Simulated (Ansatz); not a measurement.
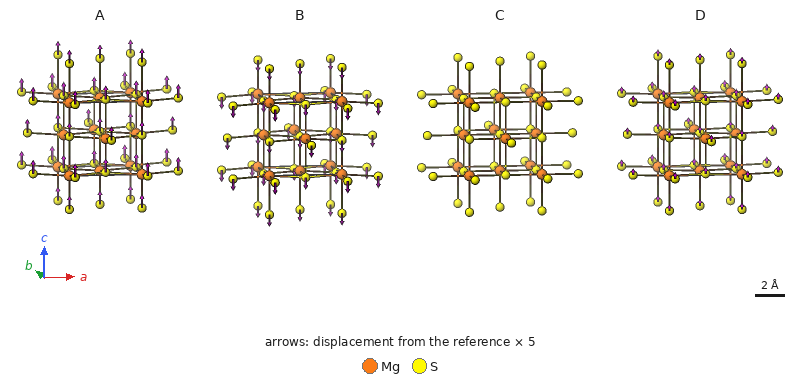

Energy scan for crystalline MgS (Fm-3m), in which the whole S sublattice is shifted rigidly, towards the nearest copy of atom 1 (Mg) at 2.602 Å, all else fixed. The picture is a ball-and-stick view of the conventional cell (4 times the calculation's cell), seen along the b axis, with a slight tilt. Purple arrows: displacements from the reference. Lengths and directions refer to the drawn axes.

Computed with DFT LDA, scalar-relativistic, plane waves, PAW (Ansatz). Settings: plane-wave cutoff 420 eV; k-point mesh 8 × 8 × 8; occupations gaussian; smearing width 0.05 eV; no spin polarisation. Energies (free energies at the smearing named) are counted from the cell as listed in its source, which wasn't relaxed.

### Rank the frames from lowest to highest energy.

Lowest first: C (the displacement 0.00 Å, 0.0 meV/cell), D (the displacement −0.10 Å, 12.9 meV/cell), B (the displacement 0.175 Å, 42.2 meV/cell), A (the displacement −0.20 Å, 56.8 meV/cell). Over the whole scan: of the computed points the lowest is at the displacement 0.00 Å, 0.0 meV/cell. At the ends of the scan the energy is 56.8 meV/cell (−0.20 Å) and 56.8 meV/cell (0.20 Å). The curvature at zero is about 2.5 eV/Å² per cell. The well is symmetric. At the highest point the shortest interatomic distance is 2.40 Å, against 2.60 Å in the reference. The distortion takes the space group from Fm-3m to I4mm.
